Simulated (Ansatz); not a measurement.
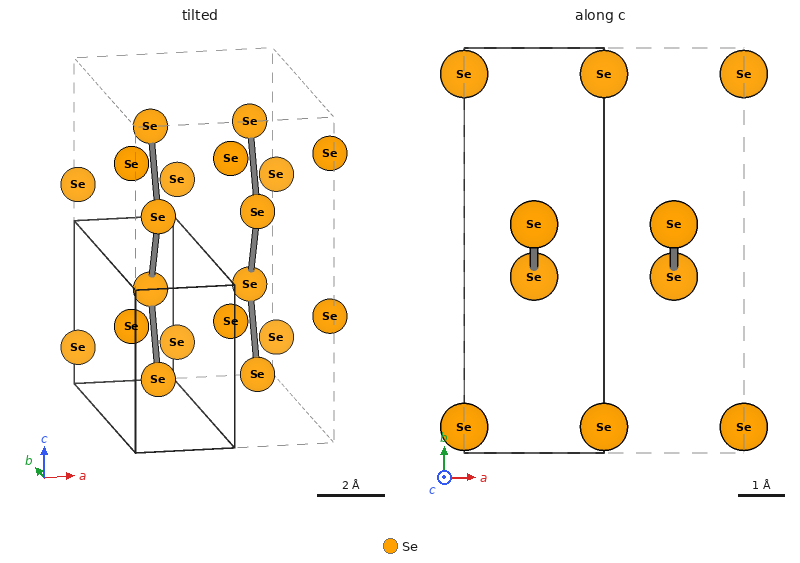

View slightly off an axis and along the c axis, drawn as a ball-and-stick model. One conventional unit cell is drawn solid; the view covers 2×1×2 cells. Cell: a = 3.059 Å, b = 8.861 Å, c = 5.061 Å, α = 90.00°, β = 90.00°, γ = 90.00°.

Describe the arrangement of the atoms.

The element is selenium. It takes space group Cmcm (No. 63) on a base-centred orthorhombic lattice. The cell holds four atoms. The coordination, counted out to bonding distance, is Se 2.

Provenance: a structure listed in the Materials Project. Earlier steps of the study may have refined or changed the cell and positions. It was set up as input for a calculation with Ansatz.
